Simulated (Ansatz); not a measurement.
Cu: single-point calculation

The run: single-point calculation of Cu (Cmcm, 2 atoms in the cell). Method and program: DFT PBEsol, scalar-relativistic, plane waves, PAW, no spin polarisation (Ansatz 0.2.0).

The structure derives from a Materials Project entry. It belongs to a series of runs on one base structure; here: atom 1 (Cu) moved by (+0.000, -0.450) A along x and y. Figures and captions count atoms from 1; the log counts them from 0 in places.

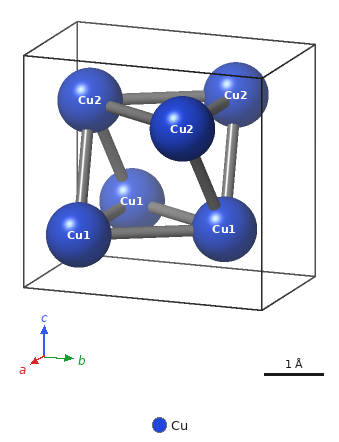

Figure 1. The input geometry (ball-and-stick view of the cell 2 times as large as that of the calculation, set on its symmetry axes, seen slightly off an axis; atoms are numbered from 1 in the order of the input). An atom can appear more than once, as a periodic image.

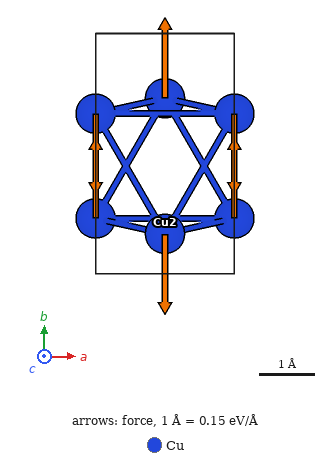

Figure 2. Forces on the atoms as orange arrows (ball-and-stick view of the cell 2 times as large as that of the calculation, set on its symmetry axes, along the c axis; atoms are numbered from 1 in the order of the input). The largest act on Cu1, Cu2 (0.22 eV/Å). The geometry is not a stationary point of this energy.

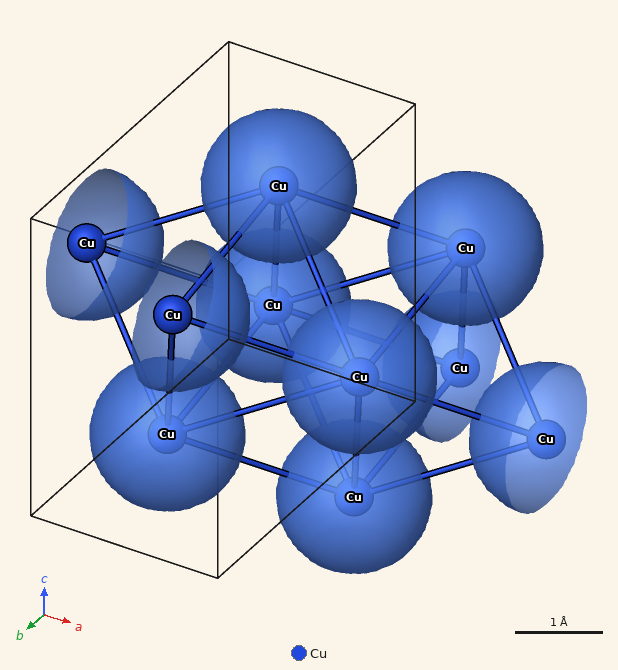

Figure 3. Isosurface of the valence electron density at 0.6 e/Å³ (blue), seen at an oblique angle. Sticks mark near contacts. The outline is the cell set on symmetry axes. At this value the density breaks into separate islands; it holds about 85 % of the electrons treated as valence (semicore included). It is pinched off along the Cu–Cu (2.43 Å) and Cu–Cu (2.53 Å) contacts. On the grid the lowest density along these lines, outside the cores, is 0.33 e/Å³ (Cu–Cu, 2.43 Å) and 0.29 e/Å³ (Cu–Cu, 2.53 Å). In a PAW calculation such maps are meaningful between the atoms, not at the nuclei.

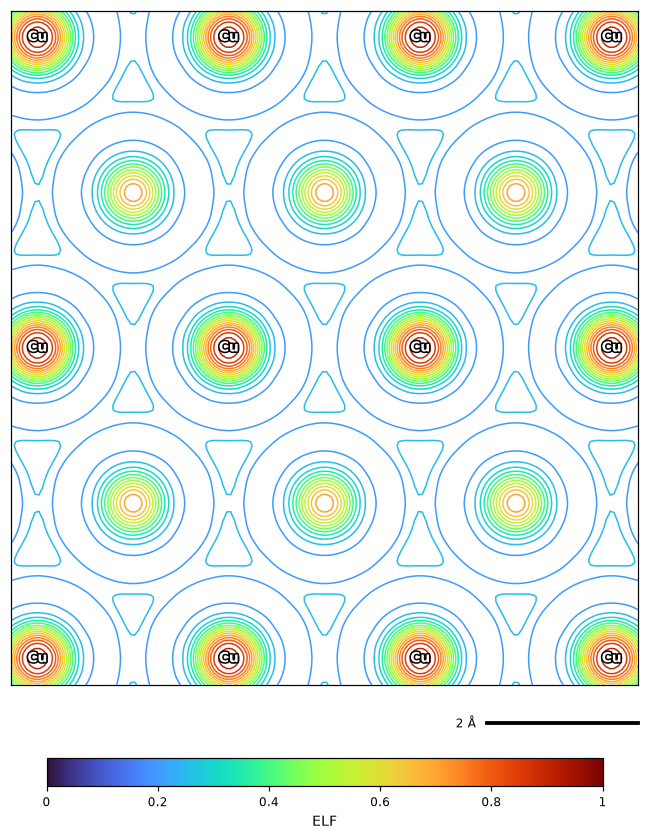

Figure 4. ELF on the (010) plane of the conventional cell. The section cuts through Cu sites. Cu–Cu (2.53 Å): the ELF is about 0.25 at the midpoint (no localised pair between them). The strong features right at Cu lie inside the PAW spheres (semicore, d or f shells) and say nothing about bonding.

The input that produced these results follows, with the program's output.

## Input file
```yaml
crystal:
  lattice:
    - [2.5340966698, 0.0, 0.0]
    - [-1.2670483349, 2.1945920917, 0.0]
    - [0.0, 0.0, 4.112571]
  atoms:
    - { symbol: Cu, position: [0.2308085859, 0.4616171717, 0.25] }
    - { symbol: Cu, position: [0.6666666667, 0.3333333333, 0.75] }
basis:
  ecutwfc: 420
kpoints:
  mp_grid: { grid: [24, 24, 12] }
hamiltonian:
  xc: pbesol
scf:
  occupations: { method: gaussian, width: 0.15 }
output:
  forces: true
  stress: true
  eigenvalues: true
  write_density: true
  write_potential: true
  elf: true
  volumetric_format: npy
```

Launch command:
```bash
ansatz run input.yaml --threads 1 --pin off --max-ram 2560MiB --backend cpu --events-out ev --progress --plain --runs-dir out
```

## Log
```
Engine: ansatz 0.2.0, x86_64-unknown-linux-gnu
Pseudopotentials: kind: paw
Pseudopotential: Cu, paw, valence charge 19, recommended cutoff 420 eV (normal), Cu.paw.azcp
Functional definition: PBEsol
  exchange = pbesol_x
  correlation = pbesol_c
Crystal: 2 atoms, lattice volume = 22.871 Å³
Basis set: ecut = 420 eV, 451 PW (Γ), exchange–correlation on 36×36×60 points (8 copies of the dense FFT grid, shifted against one another)
Bands: 23, of which v1, the nominal top of the filled ones, is band 19 counted from 1 (18 counted from 0)
Symmetry: 8 space group operations
Space group: Cmcm (ITA 63), of the structure as read, at distance tolerance 2.8e-5 Å
k-points: 1099 of 6912
Non-local potential: Cu, projectors of the file, l = 0: 3, l = 1: 2, l = 2: 3, l = 3: 1
PAW form: soft (Blöchl's): semilocal exchange-correlation on the pseudo side does not see the compensation charge
PAW frozen core: Cu, regenerated for the run's functional, and the local potential with it (the file was generated under x = pbe(κ = 0.804, μ = 0.2195149727645171), c = pbe(β = 0.06672455060314922))
PAW one-centre angular grid: Cu, 590 points (default); XC on 64 Gauss nodes
Initial density: superposition of atomic densities (neutral atoms: chi_scale 0, normalization atom), corrected by the library's trained network
Initial wavefunctions: pseudopotential atomic-orbital guess
Functional: x = pbesol(κ = 0.804, μ = 0.12345679012345678), c = pbesol(β = 0.046)
SCF iter   1: F=—  HF=-13177.458759 eV  |F-HF|=—  |Δ(HF+E_count)|=         —  Δρ=2.17e-2  dr2=5.56e-2  ethr=1.77e-3  ⟨swp⟩=5.0  Hψ=92717  notcnv=0
preconditioner: auto → none  [metal: Δε(μ)=0.006 eV  Ē_g=11.014 eV  σ=0.150 eV  W_gap=0.02  n_scr=8 (ndim 8)  ℏωp=36.4 eV  f_vac=0.000  D(μ)=0.63/eV (n_scr^D=2)  sad-step TF]
SCF iter   2: F=—  HF=-13177.446976 eV  |F-HF|=—  |Δ(HF+E_count)|=   1.18e-2  Δρ=5.27e-3  dr2=3.67e-3  ethr=1.46e-4  ⟨swp⟩=2.6  Hψ=46292  notcnv=0  defer=15
SCF iter   3: F=—  HF=-13177.446228 eV  |F-HF|=—  |Δ(HF+E_count)|=   7.48e-4  Δρ=1.40e-3  dr2=2.55e-4  ethr=9.66e-6  ⟨swp⟩=1.1  Hψ=25215  notcnv=0  defer=15
SCF iter   4: F=—  HF=-13177.446133 eV  |F-HF|=—  |Δ(HF+E_count)|=   9.47e-5  Δρ=6.95e-5  dr2=3.77e-7  ethr=6.72e-7  ⟨swp⟩=2.4  Hψ=35981  notcnv=0  defer=15
SCF iter   5: F=—  HF=-13177.446135 eV  |F-HF|=—  |Δ(HF+E_count)|=   1.62e-6  Δρ=7.95e-6  dr2=4.45e-9  ethr=9.92e-10  ⟨swp⟩=2.0  Hψ=42988  notcnv=0  defer=15
SCF iter   6: F=-13177.446135 eV  HF=-13177.446135 eV  |F-HF|=2.00e-11  |Δ(HF+E_count)|=   7.95e-9  Δρ=3.45e-7  dr2=1.12e-11  ethr=1.17e-11  ⟨swp⟩=5.1  Hψ=145362  notcnv=0
SCF 1 converged in 6 iterations: F = -13177.446135 eV  dr2 = 1.12e-11
  greatest PAW one-centre occupation: 1.000 electrons in one spin orbital (limit 2), on the Cu atom at site 1 (counted from 0), in its partial waves of l = 0
SCF converged after 6 iterations
Free energy (F): -13177.446135 eV
Harris-Foulkes:  -13177.446135 eV  (|F-HF|=2.00e-11)
Internal energy: -13177.439237 eV  (E = F + TS)
E sigma→0 (E₀):  -13177.442686 eV
Entropy (-TS):   -0.006898 eV (-3.449 meV/atom)
Fermi energy:    17.280288 eV
--- Per-component energies (eV) ---
  E_band       = -699.391160
  E_kinetic    = 601.231298
  E_local      = -7995.601935  (includes V_loc(G=0)·N_el)
  E_nonlocal   = 782.578946
  E_hartree    = 3520.783263
  E_xc         = -178.648169
  E_vxc        = -231.573714  (∫ρ·V_xc dr)
  E_paw        = -3251.998465  (= ΣΔE_a)
  E_vpaw       = -897.593002  (= ΣTr[D̂ρ^β])
  E_aug_tail   = 0.000496  (compensation charges beyond the density's cutoff)
  E_ewald      = -6656.197075
  E_core_change = 0.412404  (= ΣΔE_core)
  E_smearing   = -0.006898  (= −TS)
  E_closure    = -0.000000  (closes the sum)
  Σ components = -13177.446135   (vs F -13177.446135, Δ=0.00e0)
--- Forces (eV/Å), atoms counted from 1 ---
  atom   1  Cu     0.00000000     0.22398193     0.00000000
  atom   2  Cu     0.00000000    -0.22398193     0.00000000
  max |Σ_I F_I| component: 0.00e0 eV/Å
--- Stress (GPa, compression-positive) ---
        3.482753       0.000000       0.000000
        0.000000      -8.186510       0.000000
        0.000000       0.000000       4.917905
  P = ⅓ Tr σ = 0.0714 GPa (0.714 kbar)
--- Band table (eV; the first three rows and the last of 1099) ---
  k-point 0: bands = ["-95.0543", "-95.0344", "-52.6565", "-52.5553", "-52.5157", "-52.5080", "-52.4907", "-52.4850", "7.5948", "12.0036", "13.7758", "14.1394", "14.3174", "14.4410", "14.6018", "14.6064", "15.0681", "15.3143", "15.9012", "16.1713", "21.3022", "38.1615", "38.4663"]
  k-point 1: bands = ["-95.0540", "-95.0347", "-52.6540", "-52.5546", "-52.5164", "-52.5107", "-52.4906", "-52.4850", "7.6605", "11.9676", "13.7786", "14.1362", "14.3529", "14.4250", "14.5825", "14.5961", "15.0788", "15.3123", "15.8733", "15.8743", "21.7690", "38.2228", "38.5617"]
  k-point 2: bands = ["-95.0530", "-95.0357", "-52.6467", "-52.5526", "-52.5183", "-52.5183", "-52.4903", "-52.4850", "7.8565", "11.8373", "13.7871", "14.1390", "14.3787", "14.4450", "14.5289", "14.5661", "15.1079", "15.1712", "15.3802", "15.7923", "22.9269", "38.3979", "38.8195"]
  k-point 1098: bands = ["-95.0339", "-95.0339", "-52.6428", "-52.6428", "-52.5396", "-52.5396", "-52.5269", "-52.5269", "12.5573", "12.5573", "13.3828", "13.3828", "14.0351", "14.0351", "14.9634", "14.9634", "15.7662", "15.7662", "18.1525", "18.1525", "25.9933", "25.9933", "26.2671"]
```

## Key numbers

- outcome: converged
- space group (tolerance 0.01 Å): Cmcm (63)
- electrons treated: 38
- free energy: −13177.4461 eV
- Fermi energy: 17.280 eV
- gap on the k-point mesh: none (metallic)
- pressure: 0.07 GPa
- largest force (length of the vector): 0.224 eV/Å
- hardware: 1 thread of Intel Xeon @ 2.50GHz (Skylake/Cascade Lake), 189 GiB of memory available, shared host
- wall time: 53 s
- peak memory: 0.71 GiB
